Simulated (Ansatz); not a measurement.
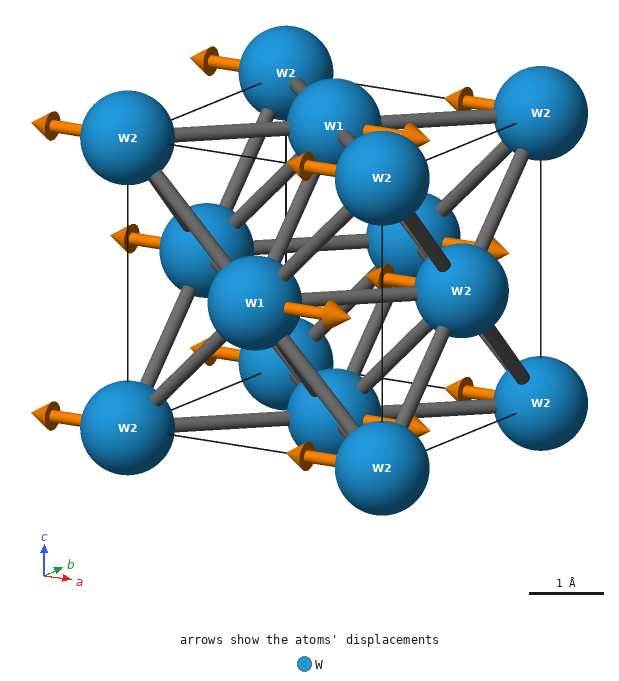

One vibrational mode of crystalline W at the zone centre of a doubled cell. The orange arrows are the displacements of the atoms (eigenvector over the root of the mass), of arbitrary overall length and sign. A ball-and-stick model of the conventional cell (2 times the calculation's cell), seen from a free direction. Lengths and directions refer to the drawn axes.

Level of theory: Ansatz 0.2.0, DFT PBEsol, scalar-relativistic, plane waves, PAW. Settings: plane-wave cutoff 420 eV; k-point mesh 16 × 16 × 12; occupations gaussian; smearing width 0.15 eV; no spin polarisation.

What mode is this, and where does it lie in the spectrum?

Answer. This is a non-degenerate mode at 198 cm⁻¹, the highest level (the three translations aside). All motion is along a; atoms of one kind move against one another, with no net shift of their sublattice. It changes sign from one half of the doubled cell to the other: it belongs to the zone boundary, q = (0, 1/2, 1/2) in the reciprocal vectors of the undoubled cell.
